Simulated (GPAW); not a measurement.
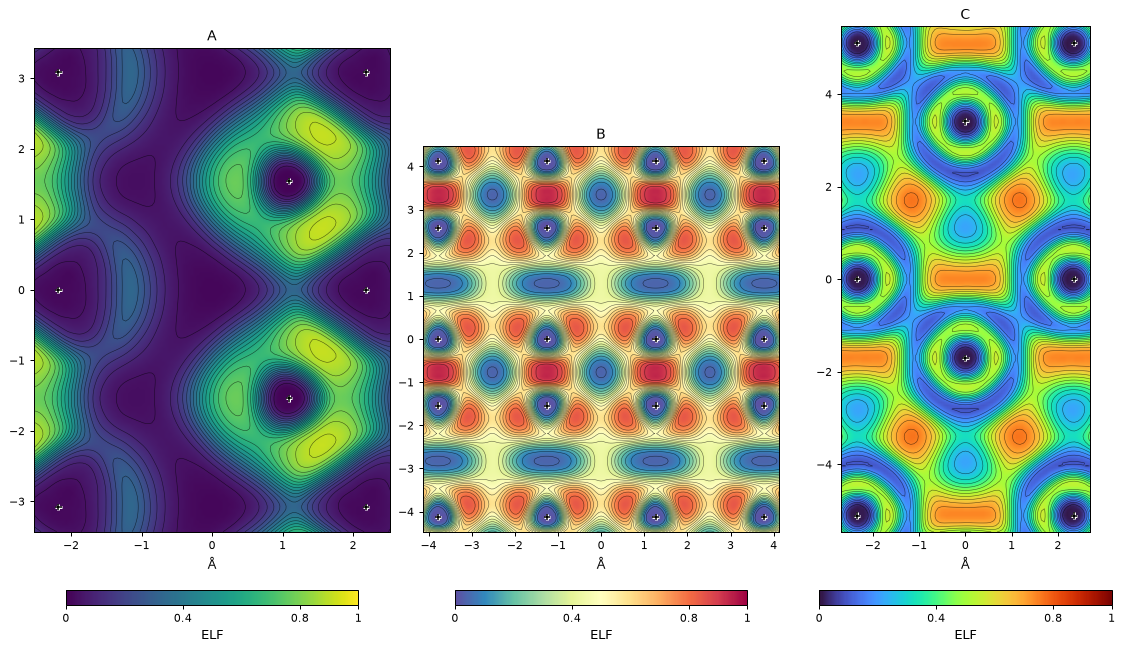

The ELF of 3 systems, each on a plane through atoms (crosses mark nuclei in the plane).

All numbers below come from Kohn-Sham DFT of a periodic cell, PBE, GPAW PAW data sets (gpaw-data 1.2.1) in GPAW.

System 1: Ti, the (110) plane of the conventional cell. Space group P6₃/mmc.

```
CELL_PARAMETERS angstrom
2.95000 0.00000 0.00000
-1.47500 2.55477 0.00000
0.00000 0.00000 4.68000
ATOMIC_POSITIONS crystal
Ti 0.66667 0.33333 0.75000
Ti 0.33333 0.66667 0.25000
```

System 2: SiC, the (110) plane of the conventional cell. Space group F-43m; computed pressure about 5 GPa in this cell.

```
Si C
1.0
     4.35800    0.00000    0.00000
     0.00000    0.00000   -4.35800
     0.00000    4.35800    0.00000
Si C
4 4
Direct
  0.50000 0.50000 0.00000
  0.00000 0.50000 0.50000
  0.00000 0.00000 0.00000
  0.50000 0.00000 0.50000
  0.75000 0.75000 0.25000
  0.25000 0.75000 0.75000
  0.25000 0.25000 0.25000
  0.75000 0.25000 0.75000
```

System 3: C, the (100) plane of the conventional cell. Space group P6₃/mmc; computed pressure about 3 GPa in this cell.

Which map belongs to which system?

Answer. Panel A is system 2, SiC: the plane holds Si and C. Si–C (1.89 Å): the ELF peaks at about 0.90 between the atoms (a covalent bond). Panel B is system 3, C: the plane holds C. C–C (1.54 Å): the ELF peaks at about 0.95 between the atoms; a covalent bond. Panel C is system 1, Ti: the plane holds Ti. Ti–Ti (2.89 Å): the ELF is about 0.20 at the midpoint (no shared electron pair shows on this line).
